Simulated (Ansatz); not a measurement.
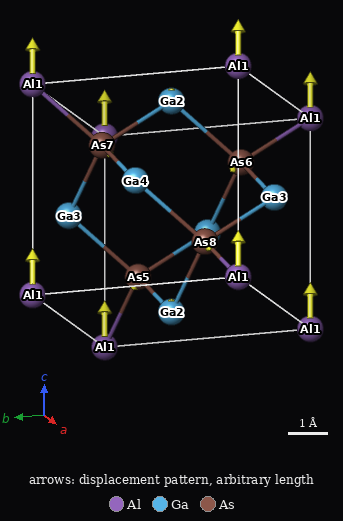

Normal modes of a crystal of AlGa$_{3}$As$_{4}$ (a generated structure), space group P-43m (No. 215), at the zone centre. The optical levels lie at 72 (×3), 84 (×3), 212 (×2), 218, 237 (×3), 245 (×3), 254 (×3), 354 (×3) cm⁻¹. One mode is drawn. The yellow arrows are the displacements of the atoms (eigenvector over the root of the mass), of arbitrary overall length and sign. Style: ball-and-stick. Shown: the cell of the calculation, from a free direction.

All numbers below come from DFT PBEsol, scalar-relativistic, plane waves, PAW in Ansatz 0.2.0. (plane-wave cutoff 420 eV; k-point mesh 6 × 6 × 6; occupations fixed; no spin polarisation)

Frequencies are those without the non-analytic (LO–TO) term.

### Which of these frequencies is the drawn mode's?

The level at 354 cm⁻¹. This is the T₂ mode (triply degenerate; one member of the set is drawn), the highest optical level, infrared- and Raman-active by symmetry. The kinetic energy is shared as Al 80 %, As 19 %, Ga 1 %. Its infrared intensity is 17 (D/Å)²/amu for the set.
